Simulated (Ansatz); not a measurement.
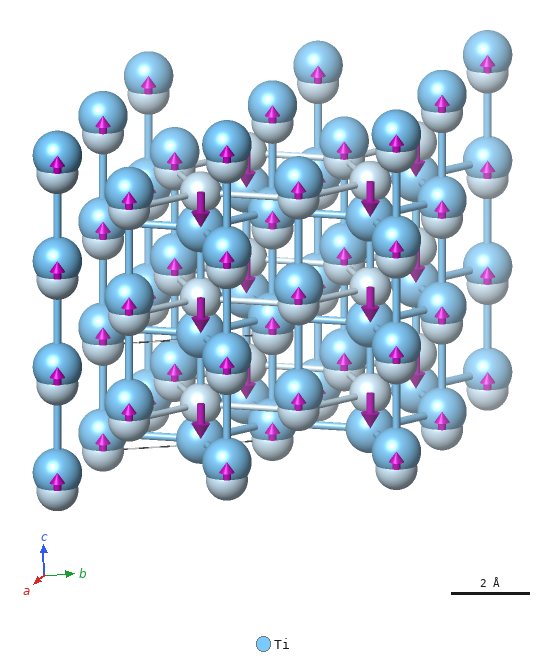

A relaxation of solid Ti (set up in P6/mmm). The starting structure is drawn faded, the final one solid; purple arrows show the displacements, at their true length.

Style: ball-and-stick. Shown: the cell of the calculation, repeated 2 × 2 × 3 with one cell outlined, slightly off an axis.

These are results of DFT PBEsol, scalar-relativistic, plane waves, PAW in Ansatz 0.2.0, not measurements. Settings: plane-wave cutoff 420 eV; k-point mesh 12 × 12 × 12; occupations gaussian; smearing width 0.15 eV; no spin polarisation.

What happened in the run?

Answer. A Ti atom moves most relative to the cell: 0.93 Å along −c. The drawn cell changes at constant volume: a unchanged at 4.515 Å, b 4.515 → 4.514 Å (0.0 %), c 2.799 → 2.800 Å (0.0 %). Near-neighbour distances that change, for instance: Ti–Ti 2.959 → 3.825 Å, Ti–Ti 3.825 → 2.958 Å, Ti–Ti 2.959 → 2.606 Å, Ti–Ti 2.607 → 2.959 Å. The space group stays P6/mmm (No. 191).
